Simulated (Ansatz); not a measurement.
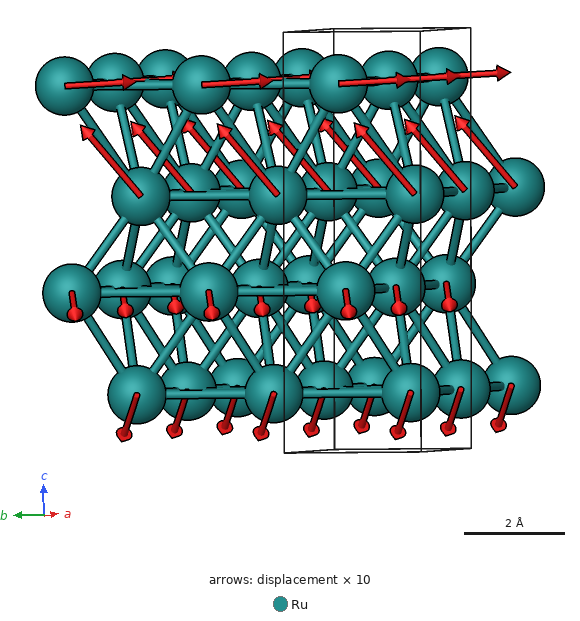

This is a relaxation of a crystal of Ru (set up in P1). The starting structure is drawn; red arrows show the displacements (the part carried along by the change of the cell is left out), magnified 10 times.

Style: ball-and-stick. Shown: the cell of the calculation, reduced to other axes, repeated 3 × 3 × 1 with one cell outlined, from a free direction. Lengths and directions refer to the drawn axes.

Case: all atoms moved at random, sigma 0.15 Å for each component, cell strained at random, sigma 0.03; relaxed back.

These are results of DFT PBEsol, scalar-relativistic, plane waves, PAW (Ansatz 0.2.0), not measurements. Set-up: plane-wave cutoff 420 eV; k-point mesh 12 × 12 × 4; occupations gaussian; smearing width 0.15 eV; no spin polarisation; cell and atoms relaxed; force threshold 0.01 eV/Å; at most 80 steps.

### What happened in the run?

Over 4 accepted moves (5 points after the start) the energy falls by 211 meV per atom. The largest force component goes from 3 to 0.00014 eV/Å. The pressure goes from −2.98 to 0.01 GPa. At 1 point the geometry stayed and the basis and grid were re-selected for the new cell (energy shift of 0.1 meV per atom at most each time). The largest move relative to the cell is that of a Ru atom, 0.20 Å along [−1 2 1]. The volume changes by −2.9 %, with a 2.638 → 2.690 Å (+1.9 %), b 2.762 → 2.690 Å (−2.6 %), c 8.467 → 8.502 Å (+0.4 %), α 90.2° → 90.0°, β 90.3° → 90.0°, γ 117.2° → 120.0°. Some distances before and after: Ru–Ru 2.883 → 2.632 Å, Ru–Ru 2.418 → 2.632 Å, Ru–Ru 2.824 → 2.632 Å, Ru–Ru 2.761 → 2.632 Å. The space group (tolerance 0.01 Å) goes from P1 (No. 1) to P6_3/mmc (No. 194). Cost: 2.5 min on 2 threads of Arm Neoverse V2, with other jobs on the host, peak memory 0.68 GiB.
